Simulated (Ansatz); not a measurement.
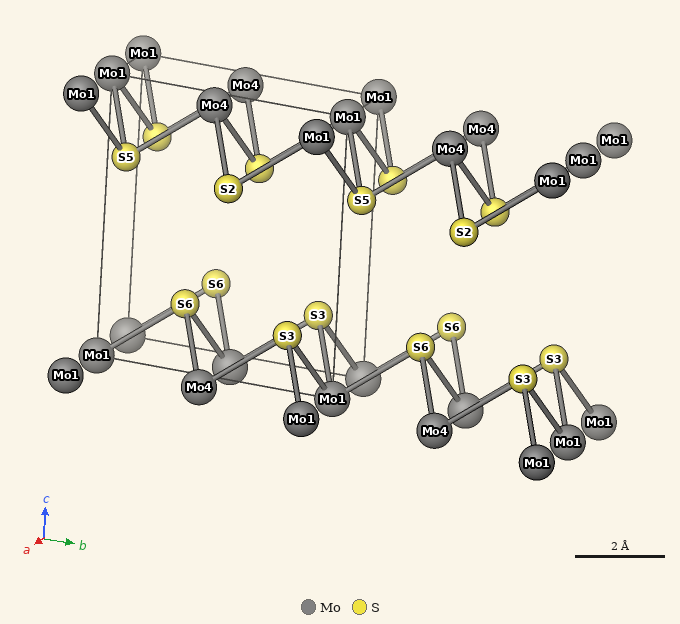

*The input geometry (ball-and-stick view of the reduced cell, repeated 2 × 2 × 1, seen slightly off an axis; atoms are numbered from 1 in the order of the input).*

## Run report: MoS2, single-point calculation (part 1 of 3)

MoS2 (R-3m, 6 atoms in the cell), computed with DFT PBE+U, scalar-relativistic, plane waves, PAW, Ueff = 6 eV on Mo atom 1 d; Ueff = 6 eV on Mo atom 4 d, spin-polarised (Ansatz 0.2.0).

The structure derives from an entry of the Crystallography Open Database. It belongs to a series of runs on one base structure; here: antiferromagnetic start, free. Figures and captions count atoms from 1; the log counts them from 0 in places.

Input file:
```yaml
crystal:
  lattice:
    - [1.58550029, 0.91538902, 6.11499825]
    - [-1.58550029, 0.91538902, 6.11499825]
    - [0.0, -3.66155608, 12.2299965]
  atoms:
    - { symbol: Mo, position: [0.0, 0.0, 0.0], spin: 2.0 }
    - { symbol: S, position: [0.75, 0.75, 0.375] }
    - { symbol: S, position: [0.25, 0.25, 0.125] }
    - { symbol: Mo, position: [0.0, 0.0, 0.5], spin: -2.0 }
    - { symbol: S, position: [0.75, 0.75, 0.875] }
    - { symbol: S, position: [0.25, 0.25, 0.625] }
basis:
  ecutwfc: 420
  ecutrho_ratio: 4
kpoints:
  mp_grid: { grid: [7, 7, 4] }
hamiltonian:
  xc: pbe
  hubbard:
    sites:
      - { site: 0, l: d, u_eff: 6.0, starting_ns: [{ spin: up, occupation_matrix: s0up }, { spin: down, occupation_matrix: s0down }] }
      - { site: 3, l: d, u_eff: 6.0, starting_ns: [{ spin: up, occupation_matrix: s3up }, { spin: down, occupation_matrix: s3down }] }
    double_counting: amf
    occupation_matrices:
      s0up:
        matrix:
          - [0.11072, 0.0, -0.27421, -0.05255, 0.0]
          - [0.0, 0.25456, 0.0, 0.0, 0.40965]
          - [-0.27421, 0.0, 0.84884, 0.15885, 0.0]
          - [-0.05255, 0.0, 0.15885, 0.05044, 0.0]
          - [0.0, 0.40965, 0.0, 0.0, 0.73544]
      s0down:
        matrix:
          - [0.02, 0.0, 0.0, 0.0, 0.0]
          - [0.0, 0.02, 0.0, 0.0, 0.0]
          - [0.0, 0.0, 0.02, 0.0, 0.0]
          - [0.0, 0.0, 0.0, 0.02, 0.0]
          - [0.0, 0.0, 0.0, 0.0, 0.02]
      s3up:
        matrix:
          - [0.02, 0.0, 0.0, 0.0, 0.0]
          - [0.0, 0.02, 0.0, 0.0, 0.0]
          - [0.0, 0.0, 0.02, 0.0, 0.0]
          - [0.0, 0.0, 0.0, 0.02, 0.0]
          - [0.0, 0.0, 0.0, 0.0, 0.02]
      s3down:
        matrix:
          - [0.11072, 0.0, -0.27421, -0.05255, 0.0]
          - [0.0, 0.25456, 0.0, 0.0, 0.40965]
          - [-0.27421, 0.0, 0.84884, 0.15885, 0.0]
          - [-0.05255, 0.0, 0.15885, 0.05044, 0.0]
          - [0.0, 0.40965, 0.0, 0.0, 0.73544]
    ns_hold: { iters: 8 }
scf:
  occupations: { method: gaussian, width: 0.05 }
  lower_state_search: "off"
  max_iter: 150
output:
  forces: true
  stress: true
  eigenvalues: true
  populations: true
  hubbard: { sites: [{ site: 0, l: d }, { site: 3, l: d }] }
  write_density: true
  write_potential: true
  elf: true
  volumetric_format: npy
magnetization:
  spin_polarized: true
```

Hardware: 4 threads of Arm Neoverse V2, 256 GiB of memory available, shared host.

Run as:
```bash
ansatz run input.yaml --threads 4 --pin off --max-ram 6144MiB --backend cpu --events-out ev --progress --plain --runs-dir out
```

Log:
```
basis.fft_grid_basis auto: the FFT boxes are laid along the combinations [[1, -1, 0], [0, 1, 0], [-1, -1, 1]] of the cell's own vectors, 3.171, 6.383 and 5.492 Å long. The dense box has 24×45×40 points. Along the cell's own vectors, as sized, it would have 45×45×90, 4.22 times as many. Of the 4 symmetry operations that the crystal satisfies within crystal.symmetry.tolerance (time reversal apart; of a slab, those that keep its plane) the dense box along the cell's own vectors carries 4, and the one as laid loses 2 of those. basis.fft_grid_basis: typed keeps the cell's own vectors: state it where this run's energies or levels are differenced outside the engine with another run's, or held beside a run that keeps those vectors. Those combinations have planes normal to reciprocal vector 3, as the cell's own vectors have. Each planar average written beside output.write_density, output.write_potential has a row for each plane of the box: 40. The volumetric files lie along those combinations, not along the cell's own vectors: a cube or XSF file states them, and fields.json those of NumPy files.
Mo: projections on atomic orbitals take those of the free atom [Ar 3d10] 4s2 4p6 4d5 5s1, of charge +0.00 (hamiltonian.pseudopotentials.projection_atoms); the dataset's partial waves leave at most 6.0e-6 of an orbital's norm unspanned inside its sphere
S: projections on atomic orbitals take those of the free atom [Ne] 3s2 3p4, of charge +0.00 (hamiltonian.pseudopotentials.projection_atoms); the dataset's partial waves leave at most 1.6e-7 of an orbital's norm unspanned inside its sphere
Engine: ansatz 0.2.0, aarch64-unknown-linux-gnu
Pseudopotentials: kind: paw
Pseudopotential: Mo, paw, valence charge 14, recommended cutoff 420 eV (normal), Mo.paw.azcp
Pseudopotential: S, paw, valence charge 6, recommended cutoff 420 eV (normal), S.paw.azcp
Functional definition: PBE
  parameter kappa = 0.804
  parameter beta = 0.06672455060314922
  exchange = pbe_x(kappa = kappa, mu = beta*pi^2/3)
  correlation = pbe_c(beta = beta)
Crystal: 6 atoms, lattice volume = 106.500 Å³
Basis set: ecut = 420 eV, 2055 PW (Γ), FFT grids on a1−a2, a2, −a1−a2+a3, exchange–correlation on 48×90×80 points (8 copies of the dense FFT grid, shifted against one another)
Bands: 34, of which v1, the nominal top of the filled ones, is band 26 counted from 1 (25 counted from 0)
Symmetry: 4 space group operations
Space group: C2/m (ITA 12), of the structure as read, at distance tolerance 4.7e-5 Å
Magnetic group: BNS 12.63 (UNI 70), of the structure as read, at distance tolerance 4.7e-5 Å
k-points: 60 of 196
Non-local potential: Mo, projectors of the file, l = 0: 3, l = 1: 2, l = 2: 2, l = 3: 1
Non-local potential: S, projectors of the file, l = 0: 2, l = 1: 2, l = 2: 2
PAW form: soft (Blöchl's): semilocal exchange-correlation on the pseudo side does not see the compensation charge
PAW one-centre angular grid: Mo, 590 points (default); XC on 64 Gauss nodes
PAW one-centre angular grid: S, 110 points (default); XC on 64 Gauss nodes
Initial density: superposition of atomic densities (chi_scale 0.1, normalization cell)
Starting moments: Σ|m| = 4 μB on 2 of 6 sites
Starting magnetic order: antiferromagnet; a translation exchanges its spin sublattices: spin-degenerate at every k-point
Initial wavefunctions: pseudopotential atomic-orbital guess
Functional: x = pbe(κ = 0.804, μ = 0.2195149727645171), c = pbe(β = 0.06672455060314922)
```
